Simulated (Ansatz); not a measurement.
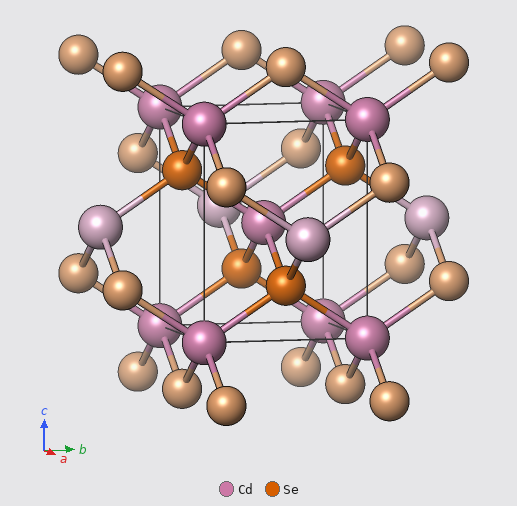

Shown here is a ball-and-stick view of the crystal, taken slightly off an axis. The conventional unit cell is outlined; an atom on or near a face, edge or corner is repeated at each equivalent position. Atoms just outside the outline that bond to atoms inside are added, in fainter colours.

CdSe, space group I-4m2 (No. 119), a = 4.480 Å, b = 4.480 Å, c = 5.824 Å, α = 90.00°, β = 90.00°, γ = 90.00°. The structure was taken from a structure type filled with these elements by a generator (whether the compound takes this form wasn't checked). The cell was then strained or its atoms displaced on purpose. Ansatz was used for an electronic-structure calculation on it.

This one geometry was computed with Ansatz (DFT, plane waves, PAW) at three levels of theory: HSE06, PBE and r2SCAN. It was relaxed with r2SCAN and then strained.

How does the band gap change with the level of theory?

Answer. PBE: a gap of 0.37 eV, direct; r2SCAN: a gap of 0.85 eV, direct; HSE06: a gap of 1.29 eV, direct.

Collect the results in a table.

Answer.
| level | cutoff (eV) | k-mesh of the run's cell | gap (eV) | pressure (GPa) |
| --- | --- | --- | --- | --- |
| HSE06 | 420 | 6×6×6 | 1.29 | -0.6 |
| PBE | 420 | 8×8×8 | 0.37 | 0.6 |
| r2SCAN | 500 | 8×8×8 | 0.85 | -0.8 |

Gaps are taken on the k-mesh or band path of each run.
